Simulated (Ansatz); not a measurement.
Structure of Pt:

Space group Im-3m (No. 229). a = 3.178 Å, b = 3.178 Å, c = 3.178 Å, α = 90.00°, β = 90.00°, γ = 90.00°
```tsv
atom	site	symmetry	x	y	z
Pt	2a	m-3m	0.0000	0.0000	0.0000
```

It is based on coordinates from a relaxation with DFT, revPBE, plane waves (420 eV) with PAW, scalar-relativistic in Ansatz; the starting structure was generated, so it need not be a known form of this composition.

Question: Which powder rings are expected with λ = 0.4959 Å and a flat detector at 160 mm? List the innermost 5, leaving out those under 3 % of the strongest.

Answer:
```json
{"ring": "1", "radius": "36.0 mm", "2θ (°)": "12.67", "d (Å)": "2.25", "hkl": "110"}
{"ring": "2", "radius": "51.8 mm", "2θ (°)": "17.95", "d (Å)": "1.589", "hkl": "200"}
{"ring": "3", "radius": "64.8 mm", "2θ (°)": "22.03", "d (Å)": "1.297", "hkl": "211"}
{"ring": "4", "radius": "76.3 mm", "2θ (°)": "25.50", "d (Å)": "1.124", "hkl": "220"}
{"ring": "5", "radius": "87.1 mm", "2θ (°)": "28.57", "d (Å)": "1.005", "hkl": "310"}
```

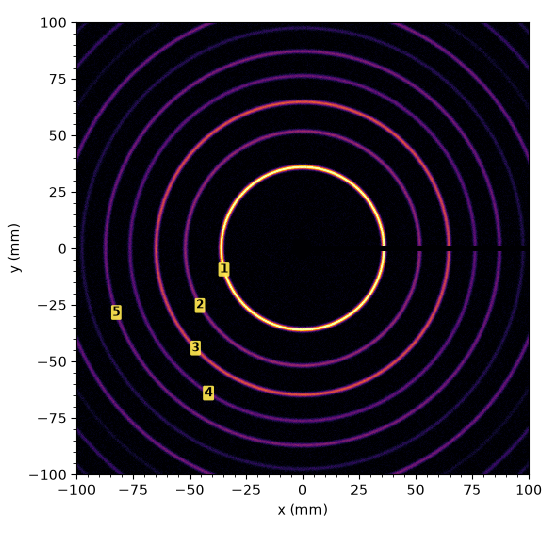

Simulated X-ray powder rings on a flat area detector normal to the beam: λ = 0.4959 Å, sample-to-detector distance 160 mm, axes in mm from the beam centre, beam polarised horizontally, for a fine-grained powder without texture. Kinematic intensities with B = 0.8 Å² for all atoms, without absorption; brightness goes as intensity to the power 0.6, clipped at the top, with counting noise. Reflections closer than the ring width show as one ring. The numbers mark the rings of the table.
